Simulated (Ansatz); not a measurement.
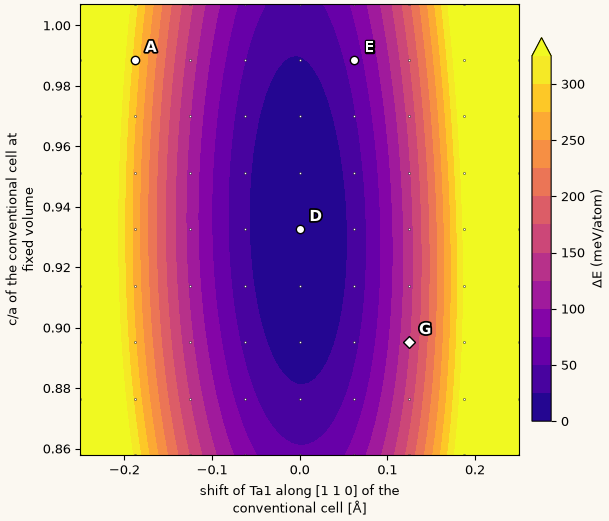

Ta₂N (P-31m, No. 162; 9 atoms in the cell). 
- The energy is mapped over a free internal coordinate and the cell.
- The first coordinate is: shift of Ta1 along [1 1 0] of the conventional cell, Cartesian (0.5 0.87 0), its symmetry partners moved as symmetry demands (measured in the relaxed cell); the second: c/a of the conventional cell at fixed volume.
- Nothing is relaxed (all other coordinates fixed).
- The scan uses a 9 × 9 grid.
- Points are written as (first, second).
- Energies are in meV/atom, from the lowest grid point.
- Computed with DFT PBE, scalar-relativistic, plane waves, PAW in Ansatz 0.2.0. Settings: cutoff 520 eV, k-mesh 9×9×8 in the order of the run's cell vectors, gaussian smearing 0.15 eV, no spin polarisation.

In the figure: filled contours, dots at the grid points, one colour for all values above the top of the scale, lettered points. Between grid points the surface is interpolated.

> Is G the lowest point of the computed grid?

No. G lies 147 meV/atom above the lowest grid point, which is at (0.000 Å, 0.933).

> Rank the lettered points by energy, lowest first.

D (0 meV/atom), E (62 meV/atom), G (147 meV/atom), A (289 meV/atom).

PAW datasets: the set soft_1.
